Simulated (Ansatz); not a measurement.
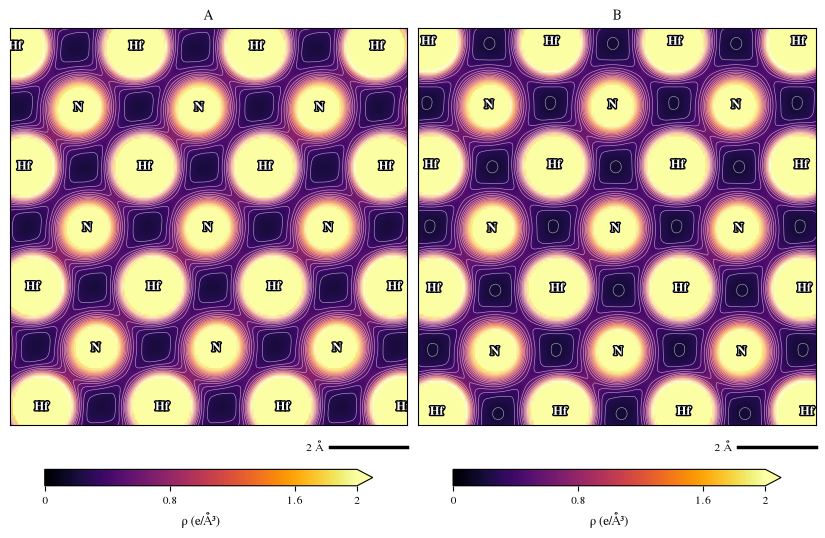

HfN. The valence electron density of two cells that differ in size and shape, on the (110) plane of each (indices in the axes of the calculation cell), at one length scale and on one colour scale; one has 10.9 and the other 11.5 Å³ an atom.

These are results of DFT PBE, scalar-relativistic, plane waves, PAW in Ansatz, not measurements.

Core electrons are frozen (PAW), and the valence fields are smoothed inside the atomic spheres.

**Which is the denser cell? Describe the effect of the change.**

Panel A is the smaller cell, by 5 % in volume. From the larger cell to the smaller, Hf–N goes from 2.16 to 2.08 Å, and the density at its midpoint from 0.62 to 0.75 e/Å³; Hf–Hf goes from 3.18 to 3.11 Å, and the density at its midpoint from 0.19 to 0.21 e/Å³; the pressure goes from 7 to 27 GPa.

PAW datasets: the set soft_1.
